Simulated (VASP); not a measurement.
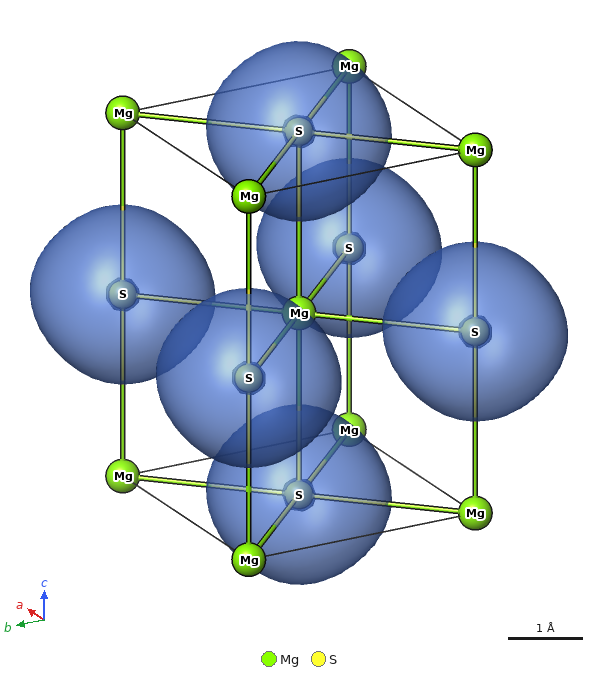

Figure. MgS. Isosurface of the valence electron density at 0.3 e/Å³ (blue), seen at an oblique angle. Sticks mark near contacts.

Space group I4/mmm; a generated structure, not necessarily the stable one; changed on purpose from its base cell (epitaxial xy strain -3.9%); computed pressure about 6 GPa in this cell.

Method: Kohn-Sham DFT of a periodic cell, PBE, VASP PAW PBE potentials, recommended in VASP 6.6.1.

In a PAW calculation such maps are meaningful between the atoms, not at the nuclei.

> What does this surface tell about the bonding?

At this value the density breaks into separate islands; it holds about 60 % of the electrons treated as valence. It bridges none of the near contacts. It is pinched off along the shortest Mg–S (2.50 Å) and Mg–S (2.66 Å) contacts. On the grid the lowest density along these lines, outside the cores, is 0.18 e/Å³ (Mg–S, 2.50 Å) and 0.12 e/Å³ (Mg–S, 2.66 Å).

> Does the calculation make it a metal, or give it a gap?

It is gapped, with a Kohn–Sham gap of 2.7 eV on the k-point mesh, an upper bound to the gap of this method.
